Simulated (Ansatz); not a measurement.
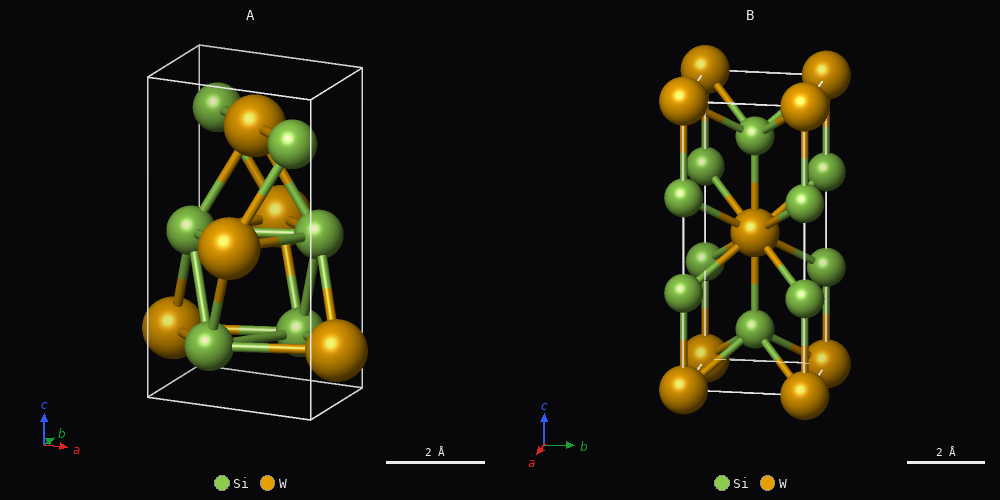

Two structures of Si₂W, each relaxed (cell and atoms) at zero pressure; conventional cells in solid outline, small ones repeated, each panel with its own scale. Alike in all runs: Ansatz 0.2.0; functional r2SCAN; potentials Ansatz PAW; cutoff 500 eV; occupations fermi-dirac, width 0.05 eV; no spin polarisation; no spin-orbit coupling. The k meshes have like spacings.

Question: Give the type and space group of each panel.

Answer: A: 9 atoms a cell on a primitive hexagonal lattice, P6₂22; B: 6 atoms a cell on a body-centred tetragonal lattice, I4/mmm.

Question: Rank them by energy, lowest first.

Answer: B, then A (+72 meV/atom), static energies at zero smearing.

Question: Collect the results in a table.

Answer:
| panel | space group | E − E(lowest) (meV/atom) | volume (Å³/atom) | gap (eV) |
| --- | --- | --- | --- | --- |
| B | I4/mmm | 0 | 13.4 | metal |
| A | P6₂22 | 72 | 13.3 | 0.34 |

The starts are database entries or structure types tried for this composition, and the most stable form need not be among them. Gaps are the least found on the k-mesh, which misses some points of high symmetry; where the band edges lie there, the true gap is smaller, at times by an eV.

Caveat: the plane-wave basis is chosen anew once the cell has moved, so the energies of steps on either side of that aren't comparable; spin-orbit coupling is left out, which shifts the gaps of compounds of heavy elements; semilocal functionals give gaps below the measured ones; gaps of a few tenths of an eV or less are fragile: at this level of theory the bands may already be inverted off the mesh, while measured gaps, where the compound is known, are often wider than semilocal functionals give.
